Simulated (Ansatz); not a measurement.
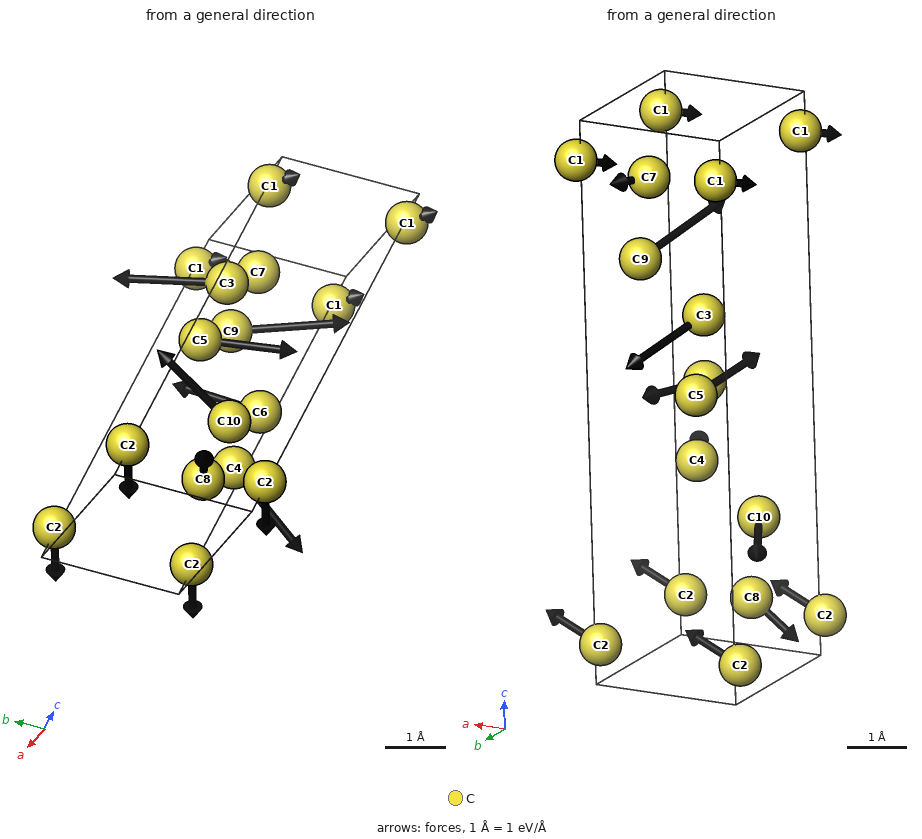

A spheres-only rendering, viewed from two general directions. The edges of the cell (the run's own, in a reduced setting) are marked. The arrows are the computed forces on the atoms.

System: C. The numbers come from Ansatz, DFT r2SCAN, scalar-relativistic, plane waves, PAW, using plane-wave cutoff 500 eV, k-points about 0.25 Å⁻¹ apart, Gaussian smearing of 0.05 eV, no spin polarisation.

### Could this be the end point of a relaxation?

No. The atoms still feel forces of up to about 1.7 eV/Å, far above a usual threshold of 0.01 to 0.03 eV/Å.

Provenance: an entry, possibly a prediction, of the Crystallography Open Database. The cell was then strained or its atoms displaced on purpose. Ansatz was used for an electronic-structure calculation on it.
